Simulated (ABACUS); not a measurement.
**Single-point calculation at one volume of an equation of state of RbBr (part 2 of 2)**

RbBr (Fm-3m, 2 atoms in the cell); Kohn-Sham DFT of a periodic cell, LDA, PseudoDojo NC SR 0.4.1 LDA standard, no spin polarisation (ABACUS 3.10.1); cutoff 598.65 eV, 6×6×6 k-mesh, fermi-dirac of 0.05 eV. The structure derives from an entry of the Crystallography Open Database. It belongs to a series of runs on one base structure; here: volume scaled by 1.02.

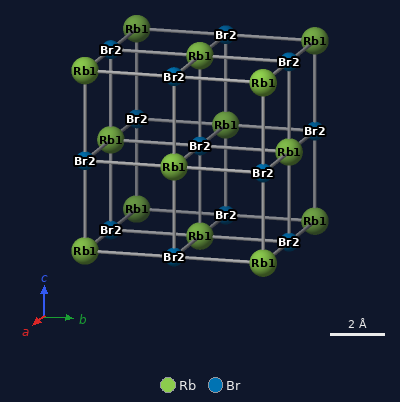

**Figure 1.** The structure (ball-and-stick view of the cell 4 times as large as that of the calculation, set on its symmetry axes, seen slightly off an axis; atoms are numbered from 1 in the order of the input). An atom can appear more than once, as a periodic image.

Log, continued
```
 PW ALGORITHM --------------- ION=   1  ELEC=   2--------------------------------

 Density error is 0.00483289539933
                          Error Threshold = 0.000523597770793
----------------------------------------------------------
     Energy           Rydberg                 eV
----------------------------------------------------------
 E_KohnSham     -86.0307189487       -1170.5079807393
 E_Harris       -86.1391360550       -1171.9830711455
 E_Fermi        0.1594529902         2.1694692302
----------------------------------------------------------

 PW ALGORITHM --------------- ION=   1  ELEC=   3--------------------------------

 Density error is 0.00060044763933
                          Error Threshold = 3.02055962458e-05
----------------------------------------------------------
     Energy           Rydberg                 eV
----------------------------------------------------------
 E_KohnSham     -86.0312142482       -1170.5147196349
 E_Harris       -86.0247675239       -1170.4270074508
 E_Fermi        0.1596663046         2.1723715218
----------------------------------------------------------

 PW ALGORITHM --------------- ION=   1  ELEC=   4--------------------------------

 Density error is 5.97873081462e-06
                          Error Threshold = 3.75279774581e-06
----------------------------------------------------------
     Energy           Rydberg                 eV
----------------------------------------------------------
 E_KohnSham     -86.0312589150       -1170.5153273569
 E_Harris       -86.0317900893       -1170.5225543545
 E_Fermi        0.2055909864         2.7972088731
----------------------------------------------------------

 PW ALGORITHM --------------- ION=   1  ELEC=   5--------------------------------

 Density error is 4.09756350653e-07
                          Error Threshold = 3.73670675914e-08
----------------------------------------------------------
     Energy           Rydberg                 eV
----------------------------------------------------------
 E_KohnSham     -86.0312608675       -1170.5153539221
 E_Harris       -86.0312854219       -1170.5156880021
 E_Fermi        0.2058221996         2.8003546890
----------------------------------------------------------

 PW ALGORITHM --------------- ION=   1  ELEC=   6--------------------------------

 Density error is 2.43055814634e-08
                          Error Threshold = 2.56097719158e-09
----------------------------------------------------------
     Energy           Rydberg                 eV
----------------------------------------------------------
 E_KohnSham     -86.0312609360       -1170.5153548548
 E_Harris       -86.0308457600       -1170.5097060952
 E_Fermi        0.2059098750         2.8015475745
----------------------------------------------------------

 PW ALGORITHM --------------- ION=   1  ELEC=   7--------------------------------

 Density error is 1.49701193631e-09
                          Error Threshold = 1.51909884146e-10
----------------------------------------------------------
     Energy           Rydberg                 eV
----------------------------------------------------------
 E_KohnSham     -86.0312609425       -1170.5153549431
 E_KS(sigma->0) -86.0312609425       -1170.5153549431
 E_Harris       -86.0313017261       -1170.5159098315
 E_band         -8.3205405446        -113.2067618471
 E_one_elec     -20.2569542181       -275.6100014908
 E_Hartree      14.8980557891        202.6984478538
 E_xc           -24.4259608972       -332.3322473276
 E_Ewald        -56.2464016163       -765.2715539783
 E_entropy(-TS) 0.0000000000         0.0000000000
 E_descf        0.0000000000         0.0000000000
 E_exx          0.0000000000         0.0000000000
 E_Fermi        0.2059253303         2.8017578542
----------------------------------------------------------

 charge density convergence is achieved
 final etot is -1170.5153549 eV
 EFERMI = 2.8017578542 eV

 STATE ENERGY(eV) AND OCCUPATIONS    NSPIN == 1
 1/4 kpoint (Cartesian) = 0.0000 0.0000 0.0000 (2733 pws)
       1       -23.5476     0.00925926
       2       -11.3947     0.00925926
       3       -7.62006     0.00925926
       4       -7.62006     0.00925926
       5       -7.62006     0.00925926
       6       0.838274     0.00925926
       7       0.838274     0.00925926
       8       0.838274     0.00925926
       9        4.74003    1.35200e-19
      10        7.87445    8.04911e-47
      11        7.87445    8.04911e-47
      12        7.87445    8.04911e-47

 2/4 kpoint (Cartesian) = 0.024157 0.024157 0.024157 (2740 pws)
       1       -23.5454      0.0740741
       2       -11.4037      0.0740741
       3       -7.62220      0.0740741
       4       -7.62220      0.0740741
       5       -7.61144      0.0740741
       6       0.516800      0.0740741
       7       0.743521      0.0740741
       8       0.743521      0.0740741
       9        5.39202    2.34927e-24
      10        7.71060    1.70591e-44
      11        8.19943    9.68355e-49
      12        8.19943    9.68355e-49

 3/4 kpoint (Cartesian) = 0.048313 0.048313 0.048313 (2731 pws)
       1       -23.5409      0.0740741
       2       -11.4215      0.0740741
       3       -7.62642      0.0740741
       4       -7.62642      0.0740741
       5       -7.59443      0.0740741
       6      0.0216933      0.0740741
       7       0.566601      0.0740741
       8       0.566601      0.0740741
       9        6.65624    2.45504e-35
      10        7.81137    2.27354e-45
      11        9.10275    1.38009e-56
      12        9.10275    1.38009e-56

 4/4 kpoint (Cartesian) = 0.072470 0.072470 0.072470 (2764 pws)
       1       -23.5387      0.0370370
       2       -11.4304      0.0370370
       3       -7.62851      0.0370370
       4       -7.62851      0.0370370
       5       -7.58604      0.0370370
       6      -0.183282      0.0370370
       7       0.483532      0.0370370
       8       0.483532      0.0370370
       9        7.25090    8.39188e-41
      10        8.17732    7.53470e-49
      11        10.0535    3.80696e-65
      12        10.0535    3.80696e-65

------------------------------------------------------------------------------------------
 TOTAL-FORCE (eV/Angstrom)
------------------------------------------------------------------------------------------
                       Rb1         0.0000000000         0.0000000000         0.0000000000
                       Br1         0.0000000000         0.0000000000         0.0000000000
------------------------------------------------------------------------------------------

----------------------------------------------------------------
 TOTAL-STRESS (KBAR)
----------------------------------------------------------------
       -15.0423672661         0.0000000000        -0.0000000000
         0.0000000000       -15.0423672661        -0.0000000000
         0.0000000000        -0.0000000000       -15.0423672661
----------------------------------------------------------------
 TOTAL-PRESSURE: -15.042367 KBAR

 --------------------------------------------
 !FINAL_ETOT_IS -1170.5153549430517614 eV
 --------------------------------------------
```

Standard output
```
ABACUS
v3.10.1

               Atomic-orbital Based Ab-initio Computation at UStc

 dft_functional readin is: pz
 dft_functional in pseudopot file is: SLAPWNOGXNOGC
 Please make sure this is what you need
 dft_functional readin is: pz
 dft_functional in pseudopot file is: SLAPWNOGXNOGC
 Please make sure this is what you need

%%%%%%%%%%%%%%%%%%%%%%%%%%%%%%%%%%%%%%%%%%%%%%%%%%%%%%%%%%%%%%%%%%%%%%%%%%%%%%%%%%%%%%%%%%%%%%%%%%%%%%%%%
 Warning: the number of valence electrons in pseudopotential > 1 for Rb: [Kr] 5s1
 Pseudopotentials with additional electrons can yield (more) accurate outcomes, but may be less efficient.
 If you're confident that your chosen pseudopotential is appropriate, you can safely ignore this warning.
%%%%%%%%%%%%%%%%%%%%%%%%%%%%%%%%%%%%%%%%%%%%%%%%%%%%%%%%%%%%%%%%%%%%%%%%%%%%%%%%%%%%%%%%%%%%%%%%%%%%%%%%%

 UNIFORM GRID DIM        : 40 * 40 * 40
 UNIFORM GRID DIM(BIG)   : 40 * 40 * 40
 ---------------------------------------------------------
 Self-consistent calculations for electrons
 ---------------------------------------------------------
 SPIN    KPOINTS         PROCESSORS  THREADS
 1       16              4           4
 ---------------------------------------------------------
 Use plane wave basis
 ---------------------------------------------------------
 ELEMENT NATOM       XC
 Rb      1
 Br      1
 ---------------------------------------------------------
 Initial plane wave basis and FFT box
 ---------------------------------------------------------
 -------------------------------------------
 SELF-CONSISTENT :
 -------------------------------------------
 START CHARGE      : atomic
 ITER       ETOT/eV          EDIFF/eV         DRHO     TIME/s
 DA1     -1.17024834e+03   0.00000000e+00   8.3776e-02   0.39
 DA2     -1.17050798e+03  -2.59640848e-01   4.8329e-03   0.18
 DA3     -1.17051472e+03  -6.73889565e-03   6.0045e-04   0.18
 DA4     -1.17051533e+03  -6.07721974e-04   5.9787e-06   0.21
 DA5     -1.17051535e+03  -2.65652495e-05   4.0976e-07   0.25
 DA6     -1.17051535e+03  -9.32621794e-07   2.4306e-08   0.21
 DA7     -1.17051535e+03  -8.82833564e-08   1.4970e-09   0.22
----------------------------------------------------------------
 TOTAL-STRESS (KBAR)
----------------------------------------------------------------
       -15.0423672661         0.0000000000        -0.0000000000
         0.0000000000       -15.0423672661        -0.0000000000
         0.0000000000        -0.0000000000       -15.0423672661
----------------------------------------------------------------
 TOTAL-PRESSURE: -15.042367 KBAR
```

The run was set up as follows.

Input
```
INPUT_PARAMETERS
suffix              RbBr
calculation         scf
basis_type          pw
pseudo_dir          ./
symmetry            1
dft_functional      pz
ecutwfc             44
pseudo_rcut         7
nspin               1
nbands              12
ks_solver           dav
smearing_method     fd
smearing_sigma      0.00367493
scf_thr             1e-08
scf_nmax            100
mixing_type         broyden
mixing_beta         0.7
cal_force           1
cal_stress          1
kpar                4
```

File STRU
```
ATOMIC_SPECIES
Rb 85.4678 Rb.upf
Br 79.9040 Br.upf

LATTICE_CONSTANT
1.8897261246

LATTICE_VECTORS
0.0000000000 3.4496960257 3.4496960257
3.4496960257 0.0000000000 3.4496960257
3.4496960257 3.4496960257 0.0000000000

ATOMIC_POSITIONS
Direct

Rb
0.0
1
0.0000000000 0.0000000000 0.0000000000 1 1 1

Br
0.0
1
0.5000000000 0.5000000000 0.5000000000 1 1 1
```

File KPT
```
K_POINTS
0
Gamma
6 6 6 0 0 0
```

Launched with:
```bash
OMP_NUM_THREADS=1 mpirun -np 4 abacus > log
```

Summary

```json
{"quantity": "outcome", "value": "converged"}
{"quantity": "space group (tolerance 0.01 Å)", "value": "Fm-3m (225)"}
{"quantity": "electrons treated", "value": "16"}
{"quantity": "free energy", "value": "−1170.5154 eV"}
{"quantity": "Fermi energy", "value": "2.802 eV"}
{"quantity": "gap on the k-point mesh", "value": "3.90 eV"}
{"quantity": "pressure", "value": "−1.50 GPa"}
{"quantity": "largest force (length of the vector)", "value": "under 0.001 eV/Å"}
{"quantity": "hardware", "value": "4 threads of Intel Xeon (Granite Rapids), 128 GiB of memory available, shared host"}
{"quantity": "wall time", "value": "2.1 s (CPU time 7.8 s)"}
{"quantity": "peak memory", "value": "0.28 GiB"}
```
